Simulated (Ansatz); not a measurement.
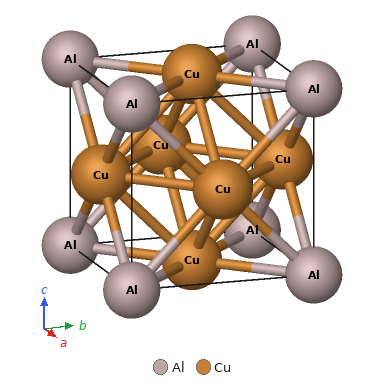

System: AlCu₃, space group Pm-3m (No. 221). The picture shows the cell.

Input file:
```
crystal:
  lattice:
    - [3.5895784725, 0.0, 0.0]
    - [0.0, 3.5895784725, 0.0]
    - [0.0, 0.0, 3.5895784725]
  atoms:
    - { symbol: Al, position: [0.0, 0.0, 0.0] }
    - { symbol: Cu, position: [0.5, 0.5, 0.0] }
    - { symbol: Cu, position: [0.5, 0.0, 0.5] }
    - { symbol: Cu, position: [0.0, 0.5, 0.5] }
basis:
  ecutwfc: 420
kpoints:
  mp_grid: { grid: [12, 12, 12] }
hamiltonian:
  xc: lda
scf:
  occupations: { method: fermi_dirac, width: 0.15 }
output:
  forces: true
  stress: true
  eigenvalues: true
elastic:
  mode: relaxed_ion
  amplitude: 0.005
  stencil: two_point
```

Command:
```bash
ansatz run input.yaml --threads 1 --pin off --max-ram 3072MiB --backend cpu --events-out ev --progress --plain --runs-dir out
```

Method: elastic stress-strain coefficients at zero temperature from small strains of the given cell, Voigt order xx yy zz yz xz xy, Cartesian axes of the cell vectors; plane waves with PAW datasets, Γ-centred k mesh (Ansatz 0.2.0). Level: LDA, no spin polarisation.

- wave cutoff: 420 eV
- k mesh: 12×12×12
- occupations: Fermi–Dirac
- smearing width: 0.15 eV
- ions: relaxed
- strain amplitude: 0.005

What does the calculation give for the Young's modulus as a function of direction in the xy, xz and yz planes?

Over all directions E runs from 67 to 258 GPa, a ratio of 3.8, a strong anisotropy. E is 67 GPa along x, y and z alike, and 258 GPa along the body diagonal x + y + z. The Hill averages are K = 167 GPa and G = 58 GPa, Poisson's ratio 0.34; K/G = 2.89, above Pugh's empirical 1.75, a sign of ductile behaviour in a metal.

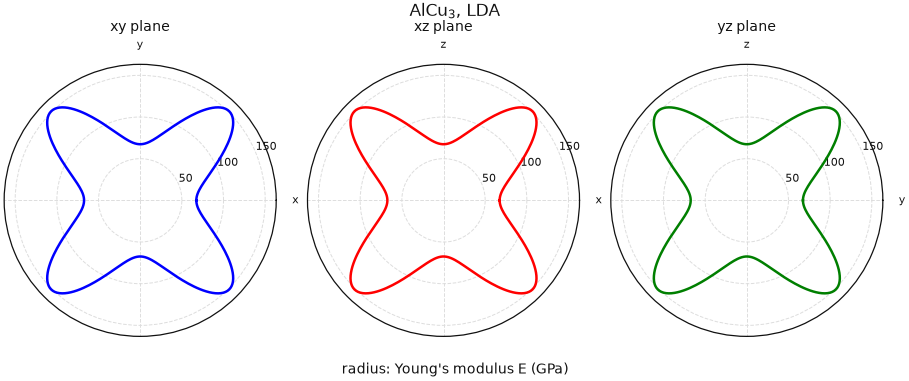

Caveats: metal sensitive to the k mesh.
